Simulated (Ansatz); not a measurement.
**ZrN (Fm-3m): check of PAW against all-electron LAPW from a Python script**

Aim: a check of PAW against all-electron LAPW, for ZrN (Fm-3m), run from a script.

The COD entry's cell or inner coordinates are ideal or old and differ from later refinements, so a difference from it is no clean test against experiment.

All numbers are computed with Ansatz 0.2.0, driven from Python. The levels of theory stand in the script.

### Step 1. The system

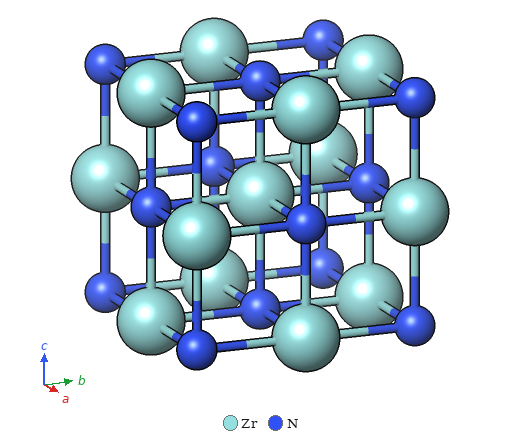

The starting structure, viewed slightly off an axis; zirconium light teal, nitrogen blue. The cell is the conventional one. Atoms on cell faces are repeated.

The script holds or builds the structure itself.

### Step 2. Script

Input file zrn.py:

```python
# -*- coding: utf-8 -*-
'''Checking the PAW result for ZrN with LAPW.'''

import ansatz as az
import numpy as np
import pandas as pd


def count_gap(report):
    # lowest empty less highest filled band, counting bands; zero where they overlap
    return max(report.get('gap_by_band_count_ev') or 0.0, 0.0)

structure = (
    az.Lattice.fcc(4.6)
    .space_group(225)
    .atom('Zr', (0.5, 0.0, 0.0))
    .atom('N', (0.0, 0.0, 0.0))
    .primitive()
)

setup = (
    structure.calculation()
    .kpoints(11, 11, 11)
    .occupations('Marzari-Vanderbilt', width=0.1)
    .functional('pbe')
    .stress()
    .forces()
    .band_table()
)
variants = {
    'PAW': setup.pseudopotentials('paw'),
    'LAPW': setup.pseudopotentials('all_electron', lapw=True),
}
# totals differ by the cores that each treatment holds, so compare what does not depend on them
rows = []
for label, variant in variants.items():
    summary = variant.run().report
    levels = np.array(summary['eigenvalues_ev'][0]) - summary['fermi_energy_ev']
    print(label, 'levels at the first k-point near E_F:', np.round(levels[np.abs(levels) < 5], 3))
    rows.append((label, summary['n_electrons'], np.trace(summary['stress_gpa']) / 3, count_gap(summary)))
print(pd.DataFrame(rows, columns=['treatment', 'electrons in bands', 'P GPa', 'gap by band count eV']).round(4).to_string(index=False))
```

### Step 3. The run

On the command line:

```bash
python zrn.py
```

Output:

```text
DeckWarning: basis.ecutwfc = 420 eV, auto-derived from the records' recommended cutoffs: set by Zr (normal level)
PAW levels at the first k-point near E_F: [-2.6   -2.6   -2.6   -0.351 -0.351 -0.351  1.606  1.606]
LAPW levels at the first k-point near E_F: [-2.599 -2.599 -2.599 -0.352 -0.352 -0.352  1.604  1.604]
treatment  electrons in bands   P GPa  gap by band count eV
      PAW                17.0 -0.8153                   0.0
     LAPW                37.0 -0.7666                   0.0
```

(Warnings from the package without file and line.)

It took 15 s on 1 thread of Arm Neoverse V2, shared host; peak memory 0.54 GiB.

### Step 4. What each run gave

From the records of these 2 runs:

```
run    potentials  energy (eV/atom)  pressure (GPa)  SCF cycles  CPU time (s)
  1           paw        -2285.6521           -0.82           5           1.1
  2  all_electron       -49710.3564           -0.77          10            13
```

Energies are free energies F = E - TS of the smeared occupations. Totals hang on method, basis and potentials, so only like runs compare.

### Step 5. Summary of results

```
              quantity     value
         runs compared         2
difference in pressure  0.05 GPa
```

In words: PAW gives -0.815 GPa and LAPW -0.767 GPa, 0.049 GPa apart. They took 1.1 and 12.8 s of processor time. Notes:
- No spin polarisation was allowed.
- The computed bands are complete only to about 1.6 eV above the Fermi level.
- For a metal this k-point mesh is coarse: on a finer one energies can move by several to tens of meV an atom and pressures by half a GPa or more, differences at one mesh by less.
- Of the deposited cell: the entry's cell lengths or inner coordinates differ somewhat from later room-temperature determinations.
- Pressure is positive in compression; the treatments may keep other shells as core, so totals and counts of electrons can differ.
